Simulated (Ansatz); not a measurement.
## Geometry relaxation, with input and output: SiC (part 2 of 2)

SiC (F-43m, 2 atoms in the cell); DFT PBE, scalar-relativistic, plane waves, PAW, no spin polarisation (Ansatz 0.2.0); cutoff 420 eV, 10×10×10 k-mesh, Gaussian smearing of 0.02 eV. The structure derives from a Materials Project entry.

Geometry of the input (Å; fractional positions):
```
0.0000  2.1770  2.1770
2.1770  0.0000  2.1770
2.1770  2.1770  0.0000
Si 0.7500  0.7500  0.7500
C  0.0000  0.0000  0.0000
```

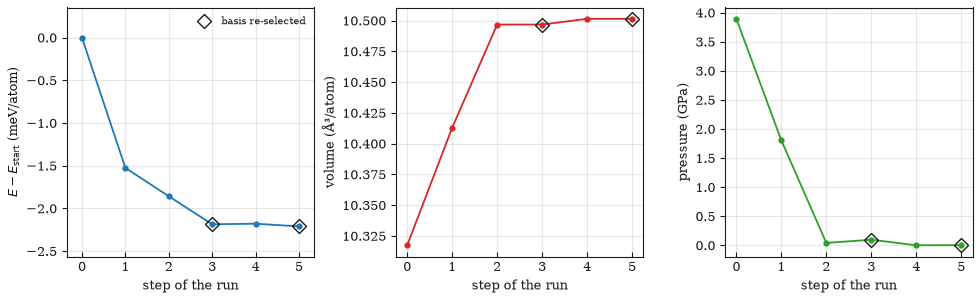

**Figure 1.** Progress of the relaxation, step by step (the first geometry is step 0 here and step 1 in the log).

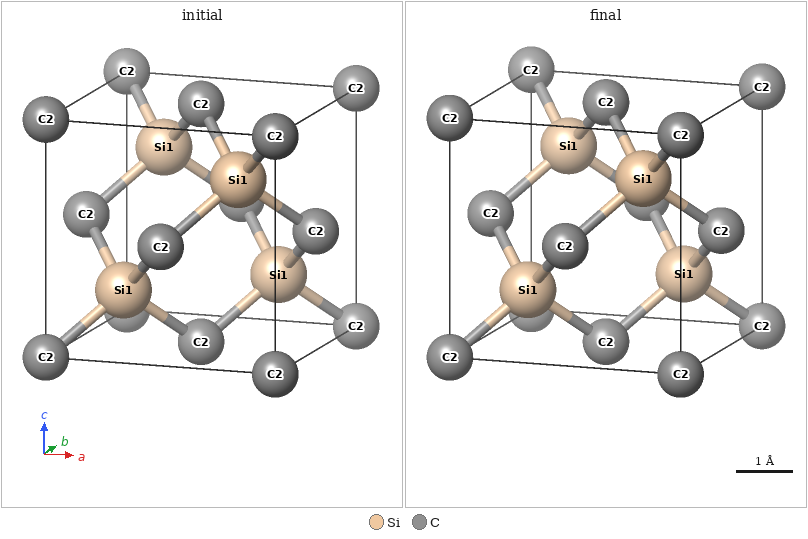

**Figure 2.** Before (left) and after (right) the relaxation, at one scale (ball-and-stick view of the cell 4 times as large as that of the calculation, set on its symmetry axes, seen slightly off an axis). The energy falls by 2.2 meV per atom in 3 geometry steps. All forces vanish by symmetry, so only the cell relaxes. Pressure: 3.90 GPa at the start and 0.00 GPa at the end. The basis was re-selected once at an unchanged geometry, which shifts the energy a little without any move. The atoms keep their places relative to the cell (all moves are under 0.005 Å). The drawn cell changes as follows: a = b = c 4.354 → 4.380 Å (+0.6 %); the volume changes by +1.8 %. Distances before and after: Si1–C2 1.885 → 1.896 Å. The space group stays F-43m (No. 216). The energy change given includes the shifts at the re-selections in mid-walk, which come without any move. A last SCF at the same geometry on a re-selected plane-wave basis shifts the energy by next to nothing (0.0 meV per atom). (Atoms are counted from 1 in the order of the input.)

```
basis re-selected at this cell: Δ(F+E_penalty+E_count) = -6.308e-5 eV, ΔP = +0.001 GPa vs the last step (what re-selecting the basis moved, of the pressure what is left beyond the Pulay correction that the steps carried, after the strain that the cell walked since its last selection, with what the two solves' SCF thresholds leave and, on support functions, any second-order correction that the steps lacked; it is no measure of the basis error at this ecutwfc). This SCF's stress stands 3.58e-3 GPa from its target on what of the cell is left free (relax.cell.stress_tol is 5.00e-2 GPa) and its largest allowed force component is 1.11e-16 eV/Å (relax.f_tol is 5.00e-3 eV/Å): within both
SCF converged after 5 iterations
Free energy (F): -887.160152 eV
Harris-Foulkes:  -887.160152 eV  (|F-HF|=2.27e-13)
Internal energy: -887.160152 eV  (E = F + TS)
E sigma→0 (E₀):  -887.160152 eV
Fermi energy:    9.979345 eV
--- Per-component energies (eV) ---
  E_band       = 27.509011
  E_kinetic    = 134.918400
  E_local      = -105.317687  (includes V_loc(G=0)·N_el)
  E_nonlocal   = 51.664507
  E_hartree    = 32.204288
  E_xc         = -105.237077
  E_vxc        = -109.023309  (∫ρ·V_xc dr)
  E_paw        = -612.021504  (= ΣΔE_a)
  E_vpaw       = -9.141486  (= ΣTr[D̂ρ^β])
  E_aug_tail   = 0.000011  (compensation charges beyond the density's cutoff)
  E_ewald      = -283.371090
  E_smearing   = -0.000000  (= −TS)
  E_closure    = 0.000000  (closes the sum)
  Σ components = -887.160152   (vs F -887.160152, Δ=0.00e0)
--- Forces (eV/Å), atoms counted from 1 ---
  atom   1  Si     0.00000000     0.00000000    -0.00000000
  atom   2  C     -0.00000000     0.00000000     0.00000000
  max |Σ_I F_I| component: 6.94e-17 eV/Å
--- Stress (GPa, compression-positive) ---
        0.003575       0.000000      -0.000000
        0.000000       0.003575       0.000000
        0.000000       0.000000       0.003575
  P = ⅓ Tr σ = 0.0036 GPa (0.036 kbar)
--- Band table (eV; the first three rows and the last of 47) ---
  k-point 0: bands = ["-5.9943", "9.2929", "9.2929", "9.2929", "15.3327", "16.4997", "16.4997", "16.4997"]
  k-point 1: bands = ["-5.8012", "8.2860", "9.1597", "9.1597", "15.6210", "16.7403", "16.7403", "16.7497"]
  k-point 2: bands = ["-5.2307", "6.1804", "8.8538", "8.8538", "15.3577", "17.1017", "17.1017", "17.9283"]
  k-point 46: bands = ["-0.8456", "2.1836", "4.5598", "4.7768", "13.9578", "17.2492", "19.1946", "20.3621"]
--- Relaxed structure (4 steps of the walk, 4 accepted, 2 SCFs on fresh bases) ---
  F+E_penalty+E_count = -887.16015223 eV   max|allowed force component| = 1.110e-16 eV/Å   (the final SCF, on the basis selected at the relaxed cell)
  cell:  # Å, volume = 21.0030 Å³
    - [6.114446439474706e-34, 2.189862970117212, 2.189862970117212]
    - [2.189862970117212, 2.496732296118839e-33, 2.189862970117212]
    - [2.189862970117212, 2.189862970117212, 1.4776578895397208e-33]
  atoms:
    - { symbol: Si, position: [0.75, 0.75, 0.75] }
    - { symbol: C, position: [5.547636400523346e-34, -5.363329543363102e-34, -4.1469042861054916e-34] }
```

### Trajectory as extended XYZ (Å, eV, eV/Å), 6 frames, from step=1 to step=6
```
2
Lattice="0.0000 2.1770 2.1770 2.1770 0.0000 2.1770 2.1770 2.1770 0.0000" Properties=species:S:1:pos:R:3:forces:R:3 step=1 energy=-887.15573 pressure_GPa=3.90
Si    3.2655    3.2655    3.2655    0.0000   0.0000   0.0000
C     0.0000    0.0000    0.0000    0.0000   0.0000   0.0000
2
Lattice="0.0000 2.1837 2.1837 2.1837 0.0000 2.1837 2.1837 2.1837 0.0000" Properties=species:S:1:pos:R:3:forces:R:3 step=2 energy=-887.15878 pressure_GPa=1.81
Si    3.2755    3.2755    3.2755    0.0000   0.0000   0.0000
C     0.0000    0.0000    0.0000    0.0000   0.0000   0.0000
2
Lattice="0.0000 2.1895 2.1895 2.1895 0.0000 2.1895 2.1895 2.1895 0.0000" Properties=species:S:1:pos:R:3:forces:R:3 step=3 energy=-887.15945 pressure_GPa=0.04
Si    3.2843    3.2843    3.2843    0.0000   0.0000   0.0000
C     0.0000    0.0000    0.0000    0.0000   0.0000   0.0000
2
Lattice="0.0000 2.1895 2.1895 2.1895 0.0000 2.1895 2.1895 2.1895 0.0000" Properties=species:S:1:pos:R:3:forces:R:3 step=4 energy=-887.16010 pressure_GPa=0.10
Si    3.2843    3.2843    3.2843    0.0000   0.0000   0.0000
C     0.0000    0.0000    0.0000    0.0000   0.0000   0.0000
2
Lattice="0.0000 2.1899 2.1899 2.1899 0.0000 2.1899 2.1899 2.1899 0.0000" Properties=species:S:1:pos:R:3:forces:R:3 step=5 energy=-887.16009 pressure_GPa=0.00
Si    3.2848    3.2848    3.2848    0.0000   0.0000   0.0000
C     0.0000    0.0000    0.0000    0.0000   0.0000   0.0000
2
Lattice="0.0000 2.1899 2.1899 2.1899 0.0000 2.1899 2.1899 2.1899 0.0000" Properties=species:S:1:pos:R:3:forces:R:3 step=6 energy=-887.16015 pressure_GPa=0.00
Si    3.2848    3.2848    3.2848    0.0000   0.0000   0.0000
C     0.0000    0.0000    0.0000    0.0000   0.0000   0.0000
```

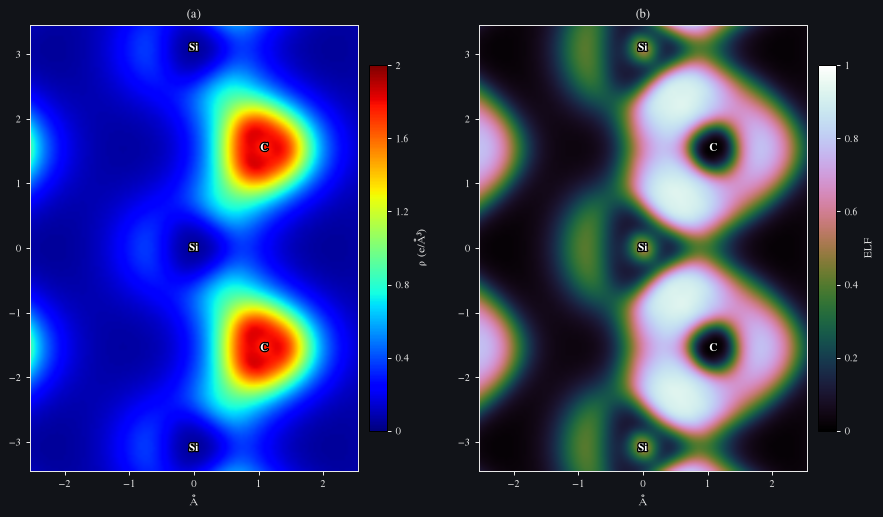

**Figure 3.** (a) valence electron density; (b) ELF on the (011) plane of the conventional cell. The section cuts through Si and C sites. Si–C (1.90 Å): ρ is about 0.87 e/Å³ halfway; the ELF peaks at about 0.95 between the atoms, which marks a shared electron pair. Away from the nuclei the density in this plane falls to 0.05 e/Å³ at its lowest. Core electrons are frozen (PAW), so the fields are smoothed inside the atomic spheres.

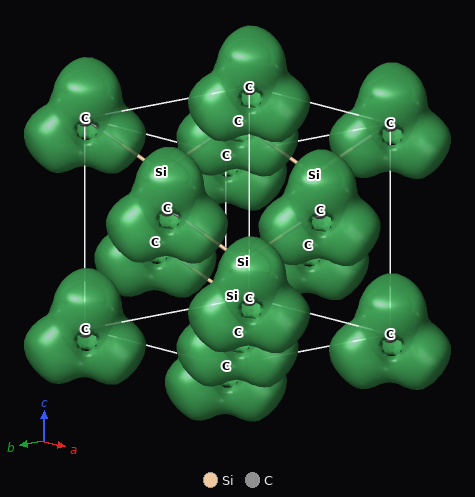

**Figure 4.** Isosurface of the ELF at 0.7 (green), seen at an oblique angle. Core shells and regions of very low density are left out. Sticks mark near contacts. The outline is the cell set on symmetry axes. Profiles from the grid: Si–C (1.90 Å): the ELF peaks at about 0.95 between the atoms (localised, shared-pair bonding).

### Summary

```json
{"quantity": "outcome", "value": "converged"}
{"quantity": "space group (tolerance 0.01 Å)", "value": "F-43m (216)"}
{"quantity": "electrons treated", "value": "8"}
{"quantity": "free energy", "value": "−887.1602 eV"}
{"quantity": "Fermi energy", "value": "9.979 eV"}
{"quantity": "gap on the k-point mesh", "value": "1.37 eV"}
{"quantity": "pressure", "value": "0.00 GPa"}
{"quantity": "final volume", "value": "21.00 Å³"}
{"quantity": "largest force (length of the vector) at the end", "value": "under 0.001 eV/Å"}
{"quantity": "final cell", "value": "a = 3.097 Å, b = 3.097 Å, c = 3.097 Å, α = 60.00°, β = 60.00°, γ = 60.00°"}
{"quantity": "wall time", "value": "9.3 s (CPU time 17 s)"}
{"quantity": "peak memory", "value": "0.32 GiB"}
```
